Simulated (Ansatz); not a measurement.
**LiTaO₂: density, localisation and related maps**

```yaml
crystal:
  lattice:
    - [2.84106, 0.00000, 0.00000]
    - [-1.42053, 2.46043, 0.00000]
    - [0.00000, 0.00000, 16.07081]
  atoms:
    - { symbol: Li, position: [0.00000, 0.00000, 0.00000] }
    - { symbol: Li, position: [0.66667, 0.33333, 0.33333] }
    - { symbol: Li, position: [0.33333, 0.66667, 0.66667] }
    - { symbol: Ta, position: [0.33333, 0.66667, 0.16667] }
    - { symbol: Ta, position: [0.00000, 0.00000, 0.50000] }
    - { symbol: Ta, position: [0.66667, 0.33333, 0.83333] }
    - { symbol: O, position: [0.00000, 0.00000, 0.25364] }
    - { symbol: O, position: [0.66667, 0.33333, 0.58697] }
    - { symbol: O, position: [0.33333, 0.66667, 0.92030] }
    - { symbol: O, position: [0.66667, 0.33333, 0.07970] }
    - { symbol: O, position: [0.33333, 0.66667, 0.41303] }
    - { symbol: O, position: [0.00000, 0.00000, 0.74636] }
```

Space group R-3m; started from the layered alpha-NaFeO2 prototype, which need not be the ambient phase.

All numbers below come from DFT PBEsol, scalar-relativistic, plane waves, PAW (Ansatz 0.2.0).

The density is the valence pseudo-density of a PAW calculation; it isn't the true density close to the nuclei.

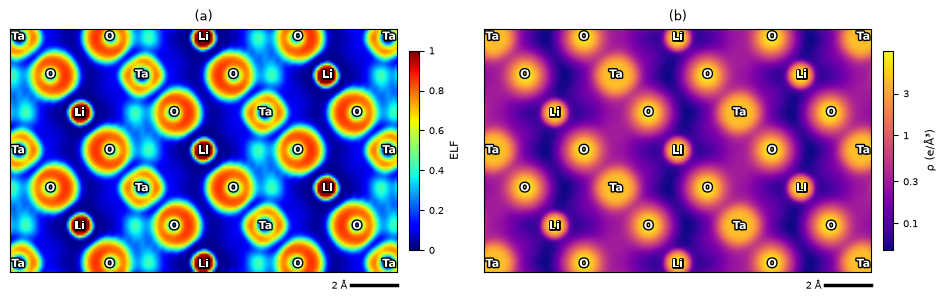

Figure 1. (a) ELF; (b) valence charge density (pseudo) on the (110) plane of the conventional cell.

Q: What do the fields say about this system?

A: The plane passes through Li, Ta and O nuclei.
Li–O (2.08 Å): the density is about 0.26 e/Å³ at the midpoint; the ELF peaks at about 0.85 in the valence shell of O, 0.6 Å from its nucleus, and is about 0.45 at the midpoint.
Ta–O (2.15 Å): ρ is about 0.57 e/Å³ halfway; the ELF peaks at about 0.80 in the valence shell of O, 0.6 Å from its nucleus, and is about 0.15 at the midpoint; no shared electron pair shows on this line.
Between the atoms the lowest density in this plane is 0.05 e/Å³.
The features right at Li and Ta lie inside the PAW spheres, where the map follows smoothed inner orbitals and isn't to be read closely.

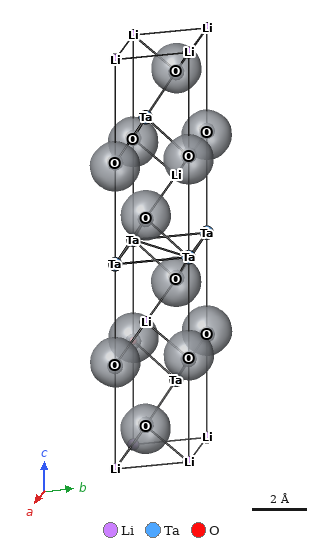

Figure 2. Isosurface of the electron localisation function at 0.6 (grey), seen at an oblique angle. Only the valence region is drawn (cores and ρ < 0.01 e/Å³ removed). Sticks mark near contacts.

Q: What do the ELF domains correspond to?

A: The ELF exceeds this value in six regions wrapped around O (the valence shell of each), counted in one cell of 12 atoms. Regions shared between cells count once.

Q: Does the calculation give a band gap?

A: It is gapless in this calculation (a metal or semimetal); semilocal functionals without U, or without the true magnetic order, often close the gap of such compounds.
